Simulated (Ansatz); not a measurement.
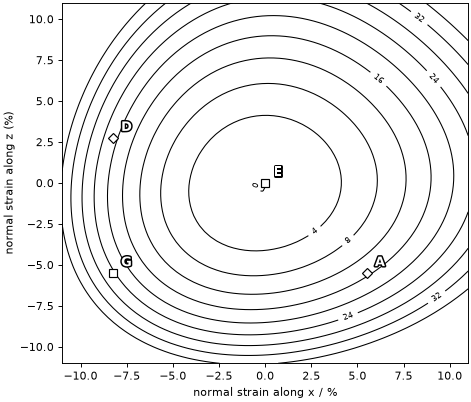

K (Pm-3m, No. 221; 1 atom in the cell). The energy is mapped over two homogeneous strains (x, y and z along the cube axes). First axis: normal strain along x. Second axis: normal strain along z. Nothing is relaxed (symmetry fixes all fractional coordinates). The scan uses a 9 × 9 grid; 45 points were computed and 36 follow by symmetry. Energies: meV/atom, counted from the lowest grid point. Computed with DFT r2SCAN, scalar-relativistic, plane waves, PAW (Ansatz). Settings: cutoff 500 eV, k-mesh 10×10×10, gaussian smearing 0.15 eV, no spin polarisation.

Drawn: contour lines labelled in meV/atom (none above 36), lettered points. Between grid points the surface is interpolated.

Question: What kind of point is each of A, D, E, G: minimum, saddle, maximum or slope?

Answer: A: on a slope; D: on a slope; E: minimum; G: on a slope. (In these two coordinates alone; a stationary point may lie a little off the grid point.)

Question: Which space group has the cell at each letter?

Answer: A: Pmmm; D: Pmmm; E: Pm-3m; G: Pmmm.

Question: Rank the lettered points by energy, lowest first.

Answer: E (0.0 meV/atom), A (15.3 meV/atom), D (21.3 meV/atom), G (24.6 meV/atom).
